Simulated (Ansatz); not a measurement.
Au: several calculations on one system

## 1. Relaxation

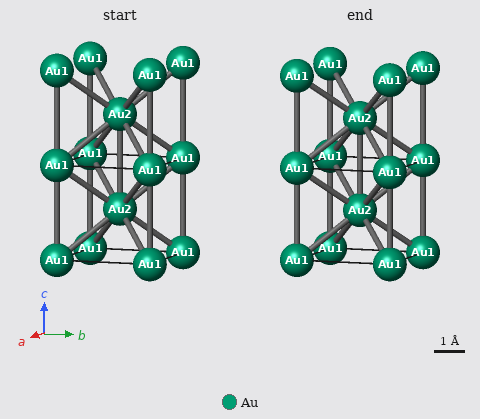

The structure of a crystal of Au (set up in I4/mmm) before (left) and after (right) a relaxation, at one scale.

Style: ball-and-stick. Shown: the cell of the calculation, repeated 1 × 1 × 2 with one cell outlined, slightly off an axis.

Case: biaxial strain in the a-b plane of +2.0 %; c and atoms relaxed.

Method: Ansatz 0.2.0, DFT r2SCAN, scalar-relativistic, plane waves, PAW. Settings: plane-wave cutoff 500 eV; k-point mesh 16 × 16 × 16; occupations gaussian; smearing width 0.1 eV; no spin polarisation; cell relaxed at fixed a, b, gamma; force threshold 0.008 eV/Å; at most 40 steps.

### Describe what moved and what it gained.

No atom moves by more than 0.005 Å relative to the cell. The volume changes by −2.8 %, with a = b unchanged at 3.341 Å, c 3.236 → 3.146 Å (−2.8 %). Near-neighbour distances that change, for instance: Au1–Au1 3.236 → 3.146 Å, Au1–Au2 2.863 → 2.838 Å. The space group stays I4/mmm (No. 139). The energy falls by 6.0 meV per atom in 5 accepted moves (7 points after the start). All forces vanish by symmetry, so only the cell relaxes. The pressure goes from −3.58 to 0.37 GPa. At 2 points the geometry stayed and the basis and grid were re-selected for the new cell (energy shift of 0.2 meV per atom at most each time). The run took 5 min on 1 thread of Arm Neoverse V2, with other jobs on the host, peak memory 0.65 GiB.

## 2. Relaxation

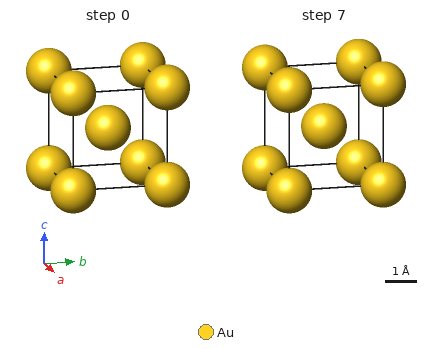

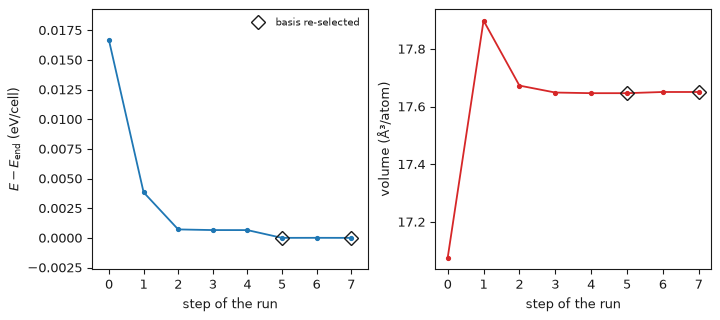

First and last geometry of a relaxation of crystalline Au (set up in I4/mmm), with the history of the run. Style: spheres-only. Shown: the cell of the calculation, slightly off an axis.

Case: biaxial strain in the a-b plane of -2.0 %; c and atoms relaxed.

Computed with Ansatz, DFT r2SCAN, scalar-relativistic, plane waves, PAW.

Input file:
```yaml
crystal:
  lattice:
    - [3.2098684447, 0.0, 0.0]
    - [0.0, 3.2098684447, 0.0]
    - [0.0, 0.0, 3.3146804755]
  atoms:
    - { symbol: Au, position: [0.0, 0.0, 0.0] }
    - { symbol: Au, position: [0.5, 0.5, 0.5] }
basis:
  ecutwfc: 500
kpoints:
  mp_grid: { grid: [16, 16, 16] }
hamiltonian:
  xc: r2scan
scf:
  occupations: { method: gaussian, width: 0.1 }
output:
  forces: true
  stress: true
  eigenvalues: true
relax:
  adjacent_minimum: "off"
  f_tol: 0.008
  max_steps: 40
  cell: { stress_tol: 0.015, fix: [a, b, gamma] }
```

Command:
```bash
ansatz run input.yaml --threads 1 --pin off --max-ram 2560MiB --backend cpu --events-out ev --progress --plain --runs-dir out
```

> Read the history and describe the run.

It converged. The energy falls by 16.6 meV per cell of the calculation in 5 accepted moves (7 points after the start). All forces vanish by symmetry, so only the cell relaxes. Pressure: 5.07 GPa at the start and −0.38 GPa at the end. At 2 points the geometry stayed and the basis and grid were re-selected for the new cell (energy shift of 0.7 meV per cell of the calculation at most each time). The atoms keep their places relative to the cell (all moves are under 0.005 Å). The drawn cell changes as follows: a = b unchanged at 3.210 Å, c 3.315 → 3.426 Å (+3.4 %); the volume changes by +3.4 %. Some distances before and after: Au1–Au2 2.810 → 2.844 Å. The space group stays I4/mmm (No. 139).

## 3. A change

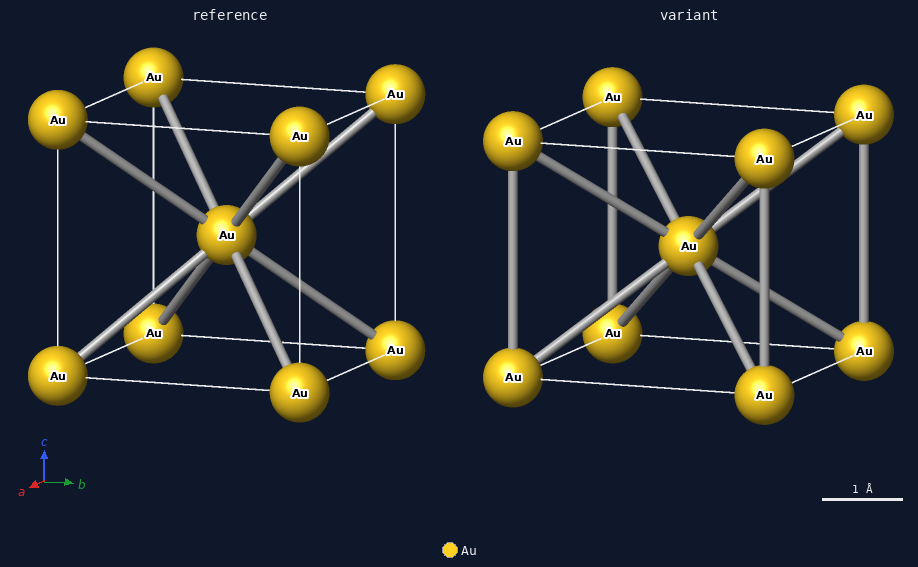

Left: a crystal of Au (set up in Im-3m). Right: the same structure after one change, at the same scale. The picture is a ball-and-stick view of the cell of the calculation, seen slightly off an axis.

The calculation used Ansatz, DFT r2SCAN, scalar-relativistic, plane waves, PAW. Settings: plane-wave cutoff 500 eV; k-point mesh 16 × 16 × 16; occupations gaussian; smearing width 0.1 eV; no spin polarisation.

Q: Which change leads from the left to the right?

A: Biaxial strain in the a–b plane, +4.0 %, is applied. The c axis and the atoms are relaxed.

Q: And its effect?

A: The energy falls by 3.7 meV per atom. The pressure goes from 0.3 to 0.7 GPa. The principal stresses (compression positive) are 0.0 GPa along c and 1.1 GPa across it. The volume changes by −0.2 %, with a = b 3.275 → 3.406 Å (+4.0 %), c 3.275 → 3.023 Å (−7.7 %). No atom moves by more than 0.005 Å relative to the cell. Near-neighbour distances before and after: Au–Au 3.275 → 3.023 Å, Au–Au 2.837 → 2.844 Å. The space group (tolerance 0.01 Å) goes from Im-3m (No. 229) to I4/mmm (No. 139).

## 4. Series

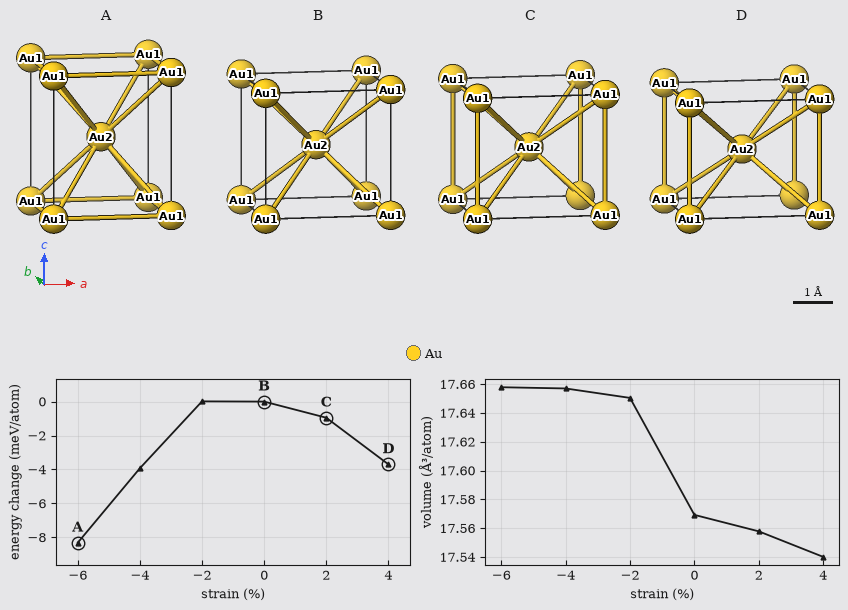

Members of a series of calculations on a crystal of Au (set up in Im-3m), marked on the first curve. Style: ball-and-stick. Shown: the cell of the calculation, slightly off an axis.

These are results of DFT r2SCAN, scalar-relativistic, plane waves, PAW (Ansatz), not measurements. Set-up: plane-wave cutoff 500 eV; k-point mesh 16 × 16 × 16; occupations gaussian; smearing width 0.1 eV; no spin polarisation.

### Which kind of strain is it, and how does the structure respond?

Biaxial strain in the a–b plane, c and atoms relaxed. A (strain −6.0 %): energy change −8.3 meV/atom, volume 17.66 Å³ per atom. B (strain 0.0 %): energy change 0.0 meV/atom, volume 17.57 Å³ per atom. C (strain 2.0 %): energy change −0.9 meV/atom, volume 17.56 Å³ per atom. D (strain 4.0 %): energy change −3.7 meV/atom, volume 17.54 Å³ per atom. The rest compares A with D. The drawn cell changes as follows: a = b 3.079 → 3.406 Å (+10.6 %), c 3.726 → 3.023 Å (−18.9 %); the volume changes by −0.7 %. Some distances before and after: Au–Au 3.726 → 3.023 Å, Au–Au 3.079 → 3.406 Å, Au–Au 2.865 → 2.844 Å.
